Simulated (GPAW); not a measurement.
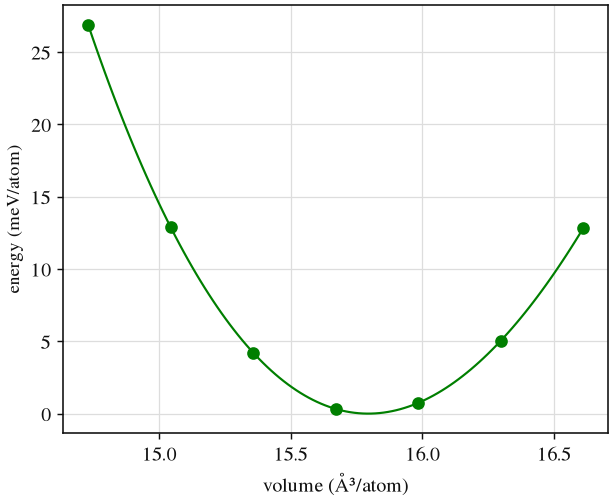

The plot gives the computed energy against volume.

Computed with GPAW 26.7.0: PAW DFT in plane waves, on a grid or in atomic orbitals, no spin polarisation; energies at scaled volumes of the given cell, shape and fractions fixed, counted from the fit's minimum, third-order Birch-Murnaghan fit. Level: r2SCAN.

> For which of these solids was it computed?
A. P, Cmce (No. 64)
B. TiO₂, I4_1/amd (No. 141)
C. Al₂Cu, I4/mmm (No. 139)
D. Rh, Fm-3m (No. 225)

C, Al₂Cu: energy from 0.32 meV/atom to 26.89 meV/atom, V0 15.79 Å³/atom, B0 106 GPa. The others give: P, energy from 0.23 meV/atom to 29.48 meV/atom, V0 20.73 Å³/atom, B0 76.7 GPa; Rh, energy from 0.01 meV/atom to 85.80 meV/atom, V0 13.94 Å³/atom, B0 274 GPa; TiO₂, energy from 0.77 meV/atom to 43.84 meV/atom, V0 11.47 Å³/atom, B0 227 GPa.

For Al₂Cu, limits of the calculation: shape and atomic fractions are frozen while scaling, which makes layered, chain and framework solids too stiff.

For P, limits of the calculation: shape and atomic fractions are frozen while scaling, which makes layered, chain and framework solids too stiff.

For TiO₂, limits of the calculation: shape and atomic fractions are frozen while scaling, which makes layered, chain and framework solids too stiff.
